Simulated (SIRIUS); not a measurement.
# TaS$_{2}$: 7 runs along one coordinate

System: TaS$_{2}$ (P-3m1, 3 atoms in the cell).
Method: Kohn-Sham DFT of a periodic cell, PBEsol, dojo-sr-pbesol-0.4.1-standard, no spin polarisation (SIRIUS 7.12.0).

The 7 runs differ only in the geometry, by an even scaling of the cell at fixed fractional positions. The structure derives from an entry of the Crystallography Open Database.

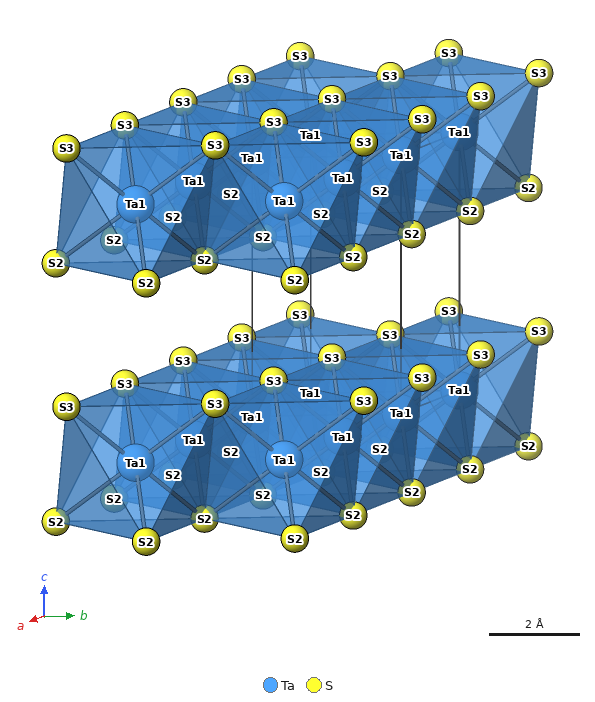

Figure 1. The structure of run 4 (polyhedral view of the cell of the calculation, repeated 3 × 1 × 1, seen slightly off an axis; polyhedra are completed across the faces of the cell; atoms are numbered from 1 in the order of the input). An atom can appear more than once, as a periodic image.

## Input of run 4
```
{
  "control": {
    "processing_unit": "cpu",
    "verbosity": 2,
    "num_bands_to_print": 20,
    "print_forces": true,
    "print_stress": true
  },
  "parameters": {
    "electronic_structure_method": "pseudopotential",
    "xc_functionals": ["XC_GGA_X_PBE_SOL", "XC_GGA_C_PBE_SOL"],
    "gk_cutoff": 7.7,
    "pw_cutoff": 15.4,
    "ngridk": [9, 9, 5],
    "shiftk": [0, 0, 0],
    "smearing": "fermi_dirac",
    "smearing_width": 0.0018374661,
    "num_bands": 20,
    "num_mag_dims": 0,
    "num_dft_iter": 100,
    "energy_tol": 1e-08,
    "density_tol": 1e-06
  },
  "iterative_solver": {
    "type": "davidson",
    "min_tolerance": 1e-10
  },
  "mixer": {
    "type": "anderson",
    "beta": 0.7,
    "max_history": 8
  },
  "settings": {
    "tol_ne": 1e-10,
    "pseudo_grid_cutoff": 6.5
  },
  "unit_cell": {
    "lattice_vectors": [
      [6.330582517496, 0.0, 0.0],
      [-3.165291258748, 5.482445280947, 0.0],
      [0.0, 0.0, 11.073795090307]
    ],
    "atom_coordinate_units": "lattice",
    "atom_types": ["Ta", "S"],
    "atom_files": {
      "Ta": "Ta.json",
      "S": "S.json"
    },
    "atoms": {
      "Ta": [
        [0.0, 0.0, 0.0]
      ],
      "S": [
        [0.6666666667, 0.3333333333, 0.75],
        [0.3333333333, 0.6666666667, 0.25]
      ]
    }
  }
}
```

Command:
```bash
upf_to_json Ta.upf
upf_to_json S.upf
OMP_NUM_THREADS=1 sirius.scf --input=sirius.json --output=out.json --task=0
```

Run 3 differs from it as follows:
```diff
-      [6.330582517496, 0.0, 0.0],
-      [-3.165291258748, 5.482445280947, 0.0],
-      [0.0, 0.0, 11.073795090307]
+      [6.288094106362, 0.0, 0.0],
+      [-3.144047053086, 5.445649237583, 0.0],
+      [0.0, 0.0, 10.999472078489]
```

## Results, with one run withheld

```tsv
run	volume per atom (Å³)	free energy per atom, from the lowest run given (meV)	pressure (GPa)
1	17.845	73.08	14.76
2	18.225	42.71	10.92
3	18.605	?	?
4	18.984	7.14	4.30
5	19.364	0.36	1.45
6	19.744	0.00	−1.12
7	20.123	5.44	−3.44
```

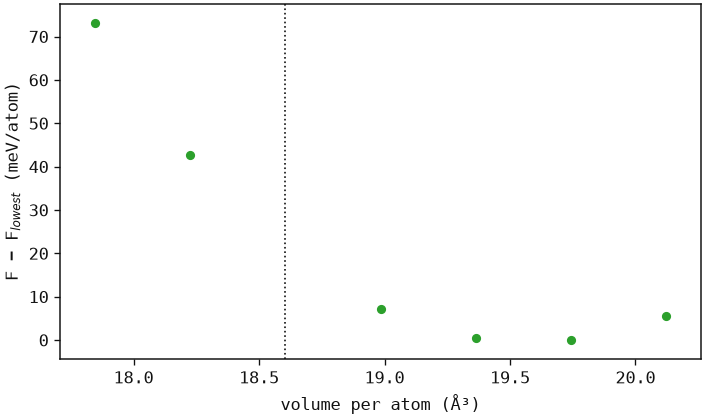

Figure 2. Free energy per atom of the runs given; the dotted line marks run 3.

What should run 3 give?

A cubic polynomial in V^(−2/3) (the Birch–Murnaghan form), fitted to the 6 runs given, misses them by at most 0.01 meV per atom. With x = V^(−2/3) − 0.14035 Å⁻², it reads F = 6.2435 + 5123.7 x + 9.6001e+05 x² + 2.359e+05 x³ (meV per atom). At run 3 it gives 20.99 meV per atom, and the run itself gives 21.00. The slope of the fit gives a pressure −dF/dV of 7.45 GPa there, and the run prints 7.44 GPa. The fit has its minimum at 19.575 Å³ per atom, where V d²F/dV² gives 132 GPa. Cell shape and fractional positions are held, so this is the stiffness under even scaling; the relaxed bulk modulus wasn't computed and can be far lower in a crystal of layers, chains or molecules like this one.

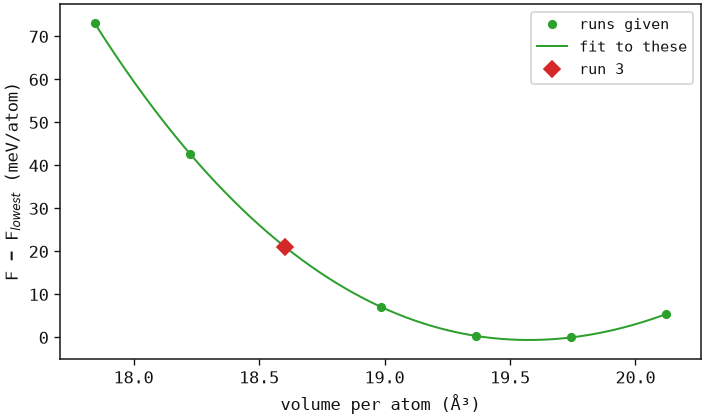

Figure 3. The fit and the withheld run.

## Some lines of the output (run 3)
```
[...]
[find] Free energy (E-TS)             :     -87.23259265 (Ha),    -174.46518530 (Ry)
[find] Efermi                         :       0.39787441
[find] Total energy                   :     -87.23204860 (Ha),    -174.46409720 (Ry)
[find] Free energy (E-TS)             :     -87.23259267 (Ha),    -174.46518533 (Ry)
[find] Efermi                         :       0.39787591
[find] Total energy                   :     -87.23204860 (Ha),    -174.46409721 (Ry)
[find] Free energy (E-TS)             :     -87.23259267 (Ha),    -174.46518535 (Ry)
[find] Efermi                         :       0.39787582
[find] Total energy                   :     -87.23204862 (Ha),    -174.46409723 (Ry)
[find] Efermi                         :       0.39787701
[find] Total energy                   :     -87.23204861 (Ha),    -174.46409722 (Ry)
[find] Free energy (E-TS)             :     -87.23259268 (Ha),    -174.46518535 (Ry)
[find] Efermi                         :       0.39787633
[find] Efermi                         :       0.39787669
```

Notes: Spin–orbit coupling is left out, which matters for Ta. The cell holds an odd number of electrons but the run has no spin polarisation, so a band is left half filled.
